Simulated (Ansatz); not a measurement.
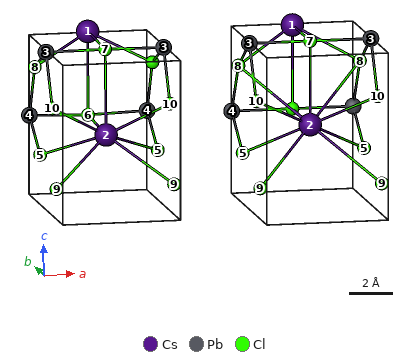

Two geometries of solid CsPbCl3 (built on the database structure type), drawn at one scale. One is the start of a relaxation, the other its converged end. A ball-and-stick model of the cell of the calculation, seen slightly off an axis.

These are results of Ansatz, DFT, LDA, plane waves, PAW, not measurements. Settings: plane-wave cutoff 420 eV; k-point mesh 4 × 4 × 4; occupations fermi dirac; smearing width 0.02 eV; no spin polarisation; cell and atoms relaxed; force threshold 0.005 eV/Å.

Question: Which geometry has the lower energy?

Answer: The left one is the relaxed one. Cs2 moves most relative to the cell: 0.34 Å along [0 −1 −1]. By element the largest moves are Cs 0.34 Å, Cl 0.31 Å, Pb 0.06 Å. The drawn cell changes as follows: a 5.808 → 5.625 Å (−3.1 %), b = c 7.963 → 7.605 Å (−4.5 %), α 90.0° → 89.8°; the volume changes by −11.7 %. Some distances before and after: Cs2–Cl9 4.521 → 4.063 Å, Cs2–Cl6 3.975 → 3.564 Å, Cs2–Cl8 4.539 → 4.873 Å, Cs1–Cl6 3.977 → 3.650 Å. Among the angles between lasting bonds that change: Pb3–Cl8–Pb4 153.5° → 140.4°, Cl8–Pb4–Cl9 179.9° → 172.1°, Cs1–Cl8–Cs1 106.9° → 112.5°. The space group stays Amm2 (No. 38). Over 13 accepted moves (16 points after the start) the energy falls by 40.4 meV per atom. The largest force component goes from 0.032 to 0.0024 eV/Å. The pressure goes from −2.70 to 0.00 GPa. The line search rejected the trial steps at points 9, 12 of the run. The SCF was repeated once at an unchanged geometry on a basis and grid sized afresh for the cell, which shifted the energy by 0.1 meV per atom at most.
